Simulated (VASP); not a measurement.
# SiC (Moissanite 3C): accuracy against cost in the smearing and SCF threshold

How sensitive are energy and pressure of SiC (Moissanite 3C) to the smearing and SCF threshold? The series runs use PBE. The smearing tried: ISMEAR = -1, SIGMA = 0.01; ISMEAR = -1, SIGMA = 0.05; ISMEAR = -1, SIGMA = 0.1; ISMEAR = -1, SIGMA = 0.2; ISMEAR = -1, SIGMA = 0.5; ISMEAR = 2, SIGMA = 0.01; ISMEAR = 2, SIGMA = 0.05; ISMEAR = 2, SIGMA = 0.1; ISMEAR = 2, SIGMA = 0.2; ISMEAR = 2, SIGMA = 0.5; ISMEAR = -5. The SCF threshold tried: EDIFF = 0.01; EDIFF = 0.001; EDIFF = 1E-04; EDIFF = 1E-05; EDIFF = 1E-06; EDIFF = 1E-08. The start is a cell from a database of measured crystal structures.

Calculated with VASP 6.6.1; PBE; plane waves and PAW (Si, C).

## 1. Starting point

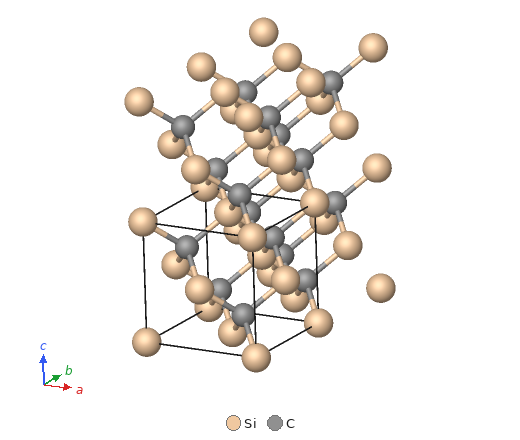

The starting structure, seen slightly off an axis (silicon light orange, carbon grey). 1×2×2 cells are drawn. This picture shows the conventional cell, with its axes. Bonds to atoms that aren't drawn are left out. Some periodic images of atoms are drawn too.

Coordinates:

```
Si C
1.0
     0.00000    2.17900    2.17900
     2.17900    0.00000    2.17900
     2.17900    2.17900    0.00000
Si C
1 1
Direct
  0.00000 0.00000 0.00000
  0.25000 0.25000 0.25000
```

## 2. Smearing: ISMEAR = -1, SIGMA = 0.01

With a gap, smearing should do nothing until its tail reaches across the gap. PBE, the usual starting point, adds the gradient of the density.

Contents of INCAR:

```
SYSTEM = SiC
PREC = Accurate
ENCUT = 520
EDIFF = 1E-06
NELM = 100
ISMEAR = -1
SIGMA = 0.01
LREAL = .FALSE.
ALGO = Normal
GGA = PE
NBANDS = 10
LORBIT = 11
LWAVE = .FALSE.
LCHARG = .FALSE.
KPAR = 2
ISIF = 2
```

Contents of POSCAR:

```
SiC
1.0
    0.0000000000      2.1790000000      2.1790000000
    2.1790000000      0.0000000000      2.1790000000
    2.1790000000      2.1790000000      0.0000000000
Si C
1 1
Direct
    0.0000000000      0.0000000000      0.0000000000
    0.2500000000      0.2500000000      0.2500000000
```

Contents of KPOINTS:

```
Automatic mesh
0
Gamma
9 9 9
0 0 0
```

The projector-augmented-wave data sets are Si and C (PBE family, release 64).

On the command line:

```sh
$ mpirun -np 2 vasp_std
```

The log of the run:

```text
[banner, memory and clock lines left out]
running    2 mpi-ranks, on    1 nodes
 distrk:  each k-point on    1 cores,    2 groups
 distr:  one band on    1 cores,    1 groups

 POSCAR found type information on POSCAR SiC
 POSCAR found :  2 types and       2 ions
 LDA part: xc-table for (Slater+PW92), standard interpolation
 POSCAR, INCAR and KPOINTS ok, starting setup
 FFT: planning ... GRIDC
 FFT: planning ... GRID_SOFT
 FFT: planning ... GRID
 WAVECAR not read
 entering main loop
       N       E                     dE             d eps       ncg     rms          rms(c)
DAV:   1     0.516311977118E+01    0.51631E+01   -0.39729E+03   716   0.671E+02
DAV:   2    -0.162550867877E+02   -0.21418E+02   -0.19427E+02   946   0.115E+02
DAV:   3    -0.169099186690E+02   -0.65483E+00   -0.65335E+00   824   0.177E+01
DAV:   4    -0.169126464272E+02   -0.27278E-02   -0.27275E-02   788   0.140E+00
DAV:   5    -0.169126599563E+02   -0.13529E-04   -0.13529E-04   820   0.931E-02    0.881E+00
DAV:   6    -0.151154255827E+02    0.17972E+01   -0.67501E+00   730   0.125E+01    0.389E+00
DAV:   7    -0.150648540097E+02    0.50572E-01   -0.37438E-01   824   0.378E+00    0.178E+00
DAV:   8    -0.150571973179E+02    0.76567E-02   -0.20626E-02   714   0.103E+00    0.163E-01
DAV:   9    -0.150573344320E+02   -0.13711E-03   -0.14713E-03   922   0.234E-01    0.112E-01
DAV:  10    -0.150574414969E+02   -0.10706E-03   -0.20980E-04   772   0.969E-02    0.244E-02
DAV:  11    -0.150574436645E+02   -0.21676E-05   -0.37760E-05   792   0.344E-02    0.589E-03
DAV:  12    -0.150574440597E+02   -0.39515E-06   -0.14534E-06   436   0.828E-03
   1 F= -.15057444E+02 E0= -.15057444E+02  d E =-.231973E-11
```

The job ended after 3 s (2 MPI ranks of AMD EPYC 9R14 (Zen 4), shared host; peak memory 0.2 GiB; 4.8 s of CPU time).

The logs omit lines about the potential files and the build; timing stands in the text.

OUTCAR, selected parts (step 2):

```text
ion  position               nearest neighbor table
   1  0.000  0.000  0.000-   2 1.89   2 1.89   2 1.89   2 1.89
   2  0.250  0.250  0.250-   1 1.89   1 1.89   1 1.89   1 1.89

  LATTYP: Found a face centered cubic cell.
 ALAT       =     4.3580000000

 Subroutine GETGRP returns: Found 24 space group operations
 (whereof 24 operations were pure point group operations)

The static configuration has the point symmetry T_d .

 Found     35 irreducible k-points:

   k-points           NKPTS =     35   k-points in BZ     NKDIM =     35   number of bands    NBANDS=     10

   dimension x,y,z NGX =    24 NGY =   24 NGZ =   24
   dimension x,y,z NGXF=    48 NGYF=   48 NGZF=   48

   ENCUT  =  520.0 eV  38.22 Ry    6.18 a.u.   5.73  5.73  5.73*2*pi/ulx,y,z

   NELECT =       8.0000    total number of electrons

 k-points in reciprocal lattice and weights: Automatic mesh
   0.00000000  0.00000000  0.00000000       0.001
   0.11111111  0.00000000  0.00000000       0.011
   0.22222222  0.00000000  0.00000000       0.011
   0.33333333  0.00000000  0.00000000       0.011
   0.44444444  0.00000000  0.00000000       0.011
   0.11111111  0.11111111  0.00000000       0.008
   0.22222222  0.11111111  0.00000000       0.033
   0.33333333  0.11111111  0.00000000       0.033
   0.44444444  0.11111111  0.00000000       0.033
[...]
-0.33333333  0.44444444  0.11111111       0.033
  -0.33333333  0.44444444  0.22222222       0.033

 average (electrostatic) potential at core
       1 -80.3732       2 -44.7822

 E-fermi :   8.3117

 k-point     1 :       0.0000    0.0000    0.0000
  band No.  band energies     occupation
      1      -7.2962      2.00000
      2       8.1072      2.00000
      3       8.1072      2.00000
      4       8.1072      2.00000
      5      14.3411      0.00000
      6      15.4144      0.00000
      7      15.4144      0.00000
      8      15.4144      0.00000
      9      22.6135      0.00000
    ...

 k-point     2 :       0.1111    0.0000    0.0000
  band No.  band energies     occupation
      1      -7.0552      2.00000
      2       6.8944      2.00000
      3       7.9449      2.00000
      4       7.9449      2.00000
      5      14.5996      0.00000
      6      15.7052      0.00000
      7      15.7052      0.00000
      8      15.7920      0.00000
      9      21.5403      0.00000
    ...

 k-point     3 :       0.2222    0.0000    0.0000
  band No.  band energies     occupation
      1      -6.3460      2.00000
      2       4.4637      2.00000
      3       7.5924      2.00000
      4       7.5924      2.00000
      5      14.2154      0.00000
      6      16.0362      0.00000
      7      16.0362      0.00000
      8      17.1596      0.00000
      9      21.0514      0.00000
    ...

  Total        0.4154361      0.4154361      0.4154361      0.0000000     -0.0000000     -0.0000000
  in kB       32.1671912     32.1671912     32.1671912      0.0000000     -0.0000000     -0.0000000
  external PRESSURE =      32.1671912 kB  Pullay stress =       0.0000000 kB

  energy-cutoff  :      520.00
  volume of cell :       20.69
      direct lattice vectors                 reciprocal lattice vectors
     0.000000000  2.179000000  2.179000000    -0.229463056  0.229463056  0.229463056
     2.179000000  0.000000000  2.179000000     0.229463056 -0.229463056  0.229463056
     2.179000000  2.179000000  0.000000000     0.229463056  0.229463056 -0.229463056

 POSITION                                       TOTAL-FORCE (eV/Angst)
 -----------------------------------------------------------------------------------
      0.00000      0.00000      0.00000         0.000000      0.000000      0.000000
      1.08950      1.08950      1.08950        -0.000000     -0.000000     -0.000000
 -----------------------------------------------------------------------------------
    total drift:                                0.000000      0.000000      0.000000

  FREE ENERGIE OF THE ION-ELECTRON SYSTEM (eV)
  ---------------------------------------------------
  free  energy   TOTEN  =       -15.0574440597 eV

  energy  without entropy=      -15.0574440597  energy(sigma->0) =      -15.05744406

 total charge
# of ion       s       p       d       tot
------------------------------------------
    1        0.708   0.972   0.000   1.680
    2        0.837   1.709   0.000   2.546
--------------------------------------------------
tot          1.545   2.681   0.000   4.226

[... 3 further parts left out ...]
```

The gap is read on the k-mesh alone, so it is an upper bound where the band edges lie off the mesh.

This step gave:

```yaml
scf_cycles: 12
electrons: 8
bands: 10
irreducible_k_points: 35
symmetry_operations: 24
free_energy_toten: -15.06 eV
fermi_energy: 8.312 eV
pressure: 3.217 GPa
metallic: no
valence_top_at_k: 0, 0, 0
conduction_bottom_at_k: 0.4444, 0.4444, 0
least_direct_gap_at_k: 0.4444, 0.4444, 0
gap_on_the_k_mesh: 1.502 eV
least_direct_gap_on_the_k_mesh: 4.621 eV
```

The series starts at -7.5287 eV an atom and 3.22 GPa, after 12 cycles in 3 s. The entropy term T·S comes to 0.00 meV an atom in size.

## 3. Smearing: ISMEAR = -1, SIGMA = 0.05

Changes to INCAR since step 2:

```diff
@@ -6,3 +6,3 @@
 ISMEAR = -1
-SIGMA = 0.01
+SIGMA = 0.05
 LREAL = .FALSE.
```

POSCAR is that of step 2.

KPOINTS is that of step 2.

On the command line:

```sh
$ mpirun -np 2 vasp_std
```

The log of the run:

```text
[... set-up lines as in an earlier step ...]
 entering main loop
       N       E                     dE             d eps       ncg     rms          rms(c)
DAV:   1     0.515995351844E+01    0.51600E+01   -0.39729E+03   716   0.671E+02
DAV:   2    -0.162550867878E+02   -0.21415E+02   -0.19467E+02   946   0.115E+02
[... 2 cycles as in an earlier step ...]
DAV:   5    -0.169126599564E+02   -0.13529E-04   -0.13529E-04   820   0.931E-02    0.881E+00
DAV:   6    -0.151154255821E+02    0.17972E+01   -0.67501E+00   730   0.125E+01    0.389E+00
DAV:   7    -0.150648540093E+02    0.50572E-01   -0.37438E-01   824   0.378E+00    0.178E+00
DAV:   8    -0.150571973189E+02    0.76567E-02   -0.20626E-02   714   0.103E+00    0.163E-01
DAV:   9    -0.150573344327E+02   -0.13711E-03   -0.14713E-03   922   0.234E-01    0.112E-01
DAV:  10    -0.150574414974E+02   -0.10706E-03   -0.20980E-04   772   0.969E-02    0.244E-02
DAV:  11    -0.150574436656E+02   -0.21682E-05   -0.37760E-05   792   0.344E-02    0.589E-03
DAV:  12    -0.150574440594E+02   -0.39384E-06   -0.14534E-06   436   0.828E-03
   1 F= -.15057444E+02 E0= -.15057444E+02  d E =-.739779E-08
```

Elapsed: 3 s, on 2 MPI ranks; peak memory 0.2 GiB.

OUTCAR, selected parts (step 3):

```text
  Total        0.4154361      0.4154361      0.4154361     -0.0000000     -0.0000000      0.0000000
  in kB       32.1671912     32.1671912     32.1671912     -0.0000000     -0.0000000      0.0000000
  external PRESSURE =      32.1671912 kB  Pullay stress =       0.0000000 kB

 POSITION                                       TOTAL-FORCE (eV/Angst)
 -----------------------------------------------------------------------------------
      0.00000      0.00000      0.00000        -0.000000     -0.000000     -0.000000
      1.08950      1.08950      1.08950         0.000000      0.000000      0.000000
 -----------------------------------------------------------------------------------
    total drift:                                0.000000      0.000000      0.000000

  FREE ENERGIE OF THE ION-ELECTRON SYSTEM (eV)
  ---------------------------------------------------
  free  energy   TOTEN  =       -15.0574440594 eV

  energy  without entropy=      -15.0574440520  energy(sigma->0) =      -15.05744406

[... 2 parts as in an earlier step ...]

[... 1 further part left out ...]
[key lines of the parts left out:]
E-fermi :   8.8538
```

Against the run before the energy at zero width stays within 0.01 meV an atom and the pressure within 0.01 GPa, after 12 cycles in 3 s. The entropy term T·S comes to 0.00 meV an atom in size.

## 4. Smearing: ISMEAR = -1, SIGMA = 0.1

Changes to INCAR since step 3:

```diff
@@ -6,3 +6,3 @@
 ISMEAR = -1
-SIGMA = 0.05
+SIGMA = 0.1
 LREAL = .FALSE.
```

POSCAR is that of step 3.

KPOINTS is that of step 3.

On the command line:

```sh
$ mpirun -np 2 vasp_std
```

The log of the run:

```text
[... set-up lines as in an earlier step ...]
 entering main loop
       N       E                     dE             d eps       ncg     rms          rms(c)
DAV:   1     0.515212386047E+01    0.51521E+01   -0.39729E+03   716   0.671E+02
DAV:   2    -0.162550867881E+02   -0.21407E+02   -0.19580E+02   946   0.115E+02
DAV:   3    -0.169099186687E+02   -0.65483E+00   -0.65335E+00   824   0.177E+01
DAV:   4    -0.169126464271E+02   -0.27278E-02   -0.27275E-02   788   0.140E+00
[...]
DAV:  10    -0.150574439043E+02   -0.10704E-03   -0.20975E-04   772   0.968E-02    0.244E-02
DAV:  11    -0.150574460791E+02   -0.21748E-05   -0.37736E-05   792   0.344E-02    0.589E-03
DAV:  12    -0.150574464751E+02   -0.39599E-06   -0.14527E-06   436   0.828E-03
   1 F= -.15057446E+02 E0= -.15057435E+02  d E =-.219901E-04
```

Run time: 3 s. Hardware: 2 MPI ranks; peak memory 0.21 GiB; 4.7 s of CPU time.

Parts of OUTCAR (step 4):

```text
  Total        0.4154259      0.4154259      0.4154259      0.0000000      0.0000000     -0.0000000
  in kB       32.1663983     32.1663983     32.1663983      0.0000000      0.0000000     -0.0000000
  external PRESSURE =      32.1663983 kB  Pullay stress =       0.0000000 kB

  FREE ENERGIE OF THE ION-ELECTRON SYSTEM (eV)
  ---------------------------------------------------
  free  energy   TOTEN  =       -15.0574464751 eV

  energy  without entropy=      -15.0574244850  energy(sigma->0) =      -15.05743548

[... 3 parts as in an earlier step ...]

[... 1 further part left out ...]
[key lines of the parts left out:]
E-fermi :   8.8860
```

Against the run before the energy at zero width stays within 0.01 meV an atom and the pressure within 0.01 GPa, after 12 cycles in 3 s. The entropy term T·S comes to 0.01 meV an atom in size.

## 5. Smearing: ISMEAR = -1, SIGMA = 0.2

Changes to INCAR since step 4:

```diff
@@ -6,3 +6,3 @@
 ISMEAR = -1
-SIGMA = 0.1
+SIGMA = 0.2
 LREAL = .FALSE.
```

POSCAR is that of step 4.

KPOINTS is that of step 4.

On the command line:

```sh
$ mpirun -np 2 vasp_std
```

The log of the run:

```text
[... set-up lines as in an earlier step ...]
 entering main loop
       N       E                     dE             d eps       ncg     rms          rms(c)
DAV:   1     0.512832890933E+01    0.51283E+01   -0.39729E+03   716   0.671E+02
DAV:   2    -0.162550901459E+02   -0.21383E+02   -0.19689E+02   946   0.115E+02
DAV:   3    -0.169099207090E+02   -0.65483E+00   -0.65335E+00   824   0.177E+01
DAV:   4    -0.169126484648E+02   -0.27278E-02   -0.27275E-02   788   0.140E+00
[...]
DAV:  10    -0.150577742795E+02   -0.10626E-03   -0.20872E-04   772   0.968E-02    0.246E-02
DAV:  11    -0.150577766596E+02   -0.23801E-05   -0.37188E-05   792   0.344E-02    0.595E-03
DAV:  12    -0.150577770616E+02   -0.40204E-06   -0.14328E-06   448   0.823E-03
   1 F= -.15057777E+02 E0= -.15056845E+02  d E =-.186440E-02
```

It took 3 s on 2 MPI ranks; peak memory 0.2 GiB.

Parts of OUTCAR (step 5):

```text
  Total        0.4148712      0.4148712      0.4148712      0.0000000      0.0000000      0.0000000
  in kB       32.1234533     32.1234533     32.1234533      0.0000000      0.0000000      0.0000000
  external PRESSURE =      32.1234533 kB  Pullay stress =       0.0000000 kB

  FREE ENERGIE OF THE ION-ELECTRON SYSTEM (eV)
  ---------------------------------------------------
  free  energy   TOTEN  =       -15.0577770616 eV

  energy  without entropy=      -15.0559126664  energy(sigma->0) =      -15.05684486

[... 3 parts as in an earlier step ...]

[... 1 further part left out ...]
[key lines of the parts left out:]
E-fermi :   8.9776
```

Against the run before the energy at zero width moves by +0.30 meV an atom while the pressure stays within 0.01 GPa, after 12 cycles in 3 s. The entropy term T·S comes to 0.93 meV an atom in size.

## 6. Smearing: ISMEAR = -1, SIGMA = 0.5

Changes to INCAR since step 5:

```diff
@@ -6,3 +6,3 @@
 ISMEAR = -1
-SIGMA = 0.2
+SIGMA = 0.5
 LREAL = .FALSE.
```

POSCAR is that of step 5.

KPOINTS is that of step 5.

On the command line:

```sh
$ mpirun -np 2 vasp_std
```

The log of the run:

```text
[... set-up lines as in an earlier step ...]
 entering main loop
       N       E                     dE             d eps       ncg     rms          rms(c)
DAV:   1     0.500470476171E+01    0.50047E+01   -0.39729E+03   716   0.671E+02
DAV:   2    -0.162594610570E+02   -0.21264E+02   -0.19744E+02   946   0.115E+02
DAV:   3    -0.169138564171E+02   -0.65440E+00   -0.65276E+00   824   0.177E+01
DAV:   4    -0.169165834256E+02   -0.27270E-02   -0.27267E-02   788   0.140E+00
[...]
DAV:  10    -0.150803507046E+02   -0.98200E-04   -0.19755E-04   772   0.949E-02    0.254E-02
DAV:  11    -0.150803536153E+02   -0.29107E-05   -0.34528E-05   792   0.342E-02    0.617E-03
DAV:  12    -0.150803540336E+02   -0.41834E-06   -0.12761E-06   436   0.795E-03
   1 F= -.15080354E+02 E0= -.15035070E+02  d E =-.905671E-01
```

Wall time 3 s (2 MPI ranks); peak memory 0.21 GiB; 4.9 s of CPU time.

From OUTCAR (step 6):

```text
  Total        0.4214969      0.4214969      0.4214969     -0.0000000     -0.0000000     -0.0000000
  in kB       32.6364793     32.6364793     32.6364793     -0.0000000     -0.0000000     -0.0000000
  external PRESSURE =      32.6364793 kB  Pullay stress =       0.0000000 kB

  FREE ENERGIE OF THE ION-ELECTRON SYSTEM (eV)
  ---------------------------------------------------
  free  energy   TOTEN  =       -15.0803540336 eV

  energy  without entropy=      -14.9897869177  energy(sigma->0) =      -15.03507048

[... 3 parts as in an earlier step ...]

[... 1 further part left out ...]
[key lines of the parts left out:]
E-fermi :   9.2649
```

Against the run before the energy at zero width moves by +10.89 meV an atom and the pressure by +0.05 GPa, after 12 cycles in 3 s. The entropy term T·S comes to 45.28 meV an atom in size.

## 7. Smearing: ISMEAR = 2, SIGMA = 0.01

Changes to INCAR since step 6:

```diff
@@ -5,4 +5,4 @@
 NELM = 100
-ISMEAR = -1
-SIGMA = 0.5
+ISMEAR = 2
+SIGMA = 0.01
 LREAL = .FALSE.
```

POSCAR is that of step 6.

KPOINTS is that of step 6.

On the command line:

```sh
$ mpirun -np 2 vasp_std
```

The log of the run:

```text
[... set-up lines as in an earlier step ...]
 entering main loop
       N       E                     dE             d eps       ncg     rms          rms(c)
DAV:   1     0.516370903862E+01    0.51637E+01   -0.39729E+03   716   0.671E+02
DAV:   2    -0.162550777236E+02   -0.21419E+02   -0.19427E+02   946   0.115E+02
DAV:   3    -0.169099186686E+02   -0.65484E+00   -0.65335E+00   824   0.177E+01
[... 3 cycles as in an earlier step ...]
DAV:   7    -0.150648540096E+02    0.50572E-01   -0.37438E-01   824   0.378E+00    0.178E+00
[... 1 cycle as in an earlier step ...]
DAV:   9    -0.150573344319E+02   -0.13711E-03   -0.14713E-03   922   0.234E-01    0.112E-01
DAV:  10    -0.150574414968E+02   -0.10706E-03   -0.20980E-04   772   0.969E-02    0.244E-02
DAV:  11    -0.150574436644E+02   -0.21676E-05   -0.37760E-05   792   0.344E-02    0.589E-03
DAV:  12    -0.150574440596E+02   -0.39517E-06   -0.14534E-06   436   0.828E-03
   1 F= -.15057444E+02 E0= -.15057444E+02  d E =-.125950E-31
```

Run time: 3 s. Hardware: 2 MPI ranks; peak memory 0.2 GiB.

OUTCAR, selected parts (step 7):

```text
  Total        0.4154361      0.4154361      0.4154361      0.0000000      0.0000000      0.0000000
  in kB       32.1671910     32.1671910     32.1671910      0.0000000      0.0000000      0.0000000
  external PRESSURE =      32.1671910 kB  Pullay stress =       0.0000000 kB

  FREE ENERGIE OF THE ION-ELECTRON SYSTEM (eV)
  ---------------------------------------------------
  free  energy   TOTEN  =       -15.0574440596 eV

  energy  without entropy=      -15.0574440596  energy(sigma->0) =      -15.05744406

[... 3 parts as in an earlier step ...]

[... 1 further part left out ...]
[key lines of the parts left out:]
E-fermi :   8.1912
```

Methfessel-Paxton smearing is not meant for a cell with a gap.

Against the first of the series the energy at zero width stays within 0.01 meV an atom and the pressure within 0.01 GPa, after 12 cycles in 3 s. The entropy term T·S comes to 0.00 meV an atom in size.

[end of part 1 of 3]

[Lines on the potential files, build, host, timing and source positions are cut from VASP's logs without a mark.]

[Logs are printed without paths, hosts, clocks, repeated set-up lines and the standing remarks that a program may print on its own settings, such as how far it seeks lower states.]

[Hosts, paths, dates, database ids (printed as entryN), source tags and the programs' standing remarks are cut or masked in the printed files.]

[A measured line is paired with the nearest computed mode of its activity, which favours agreement.]
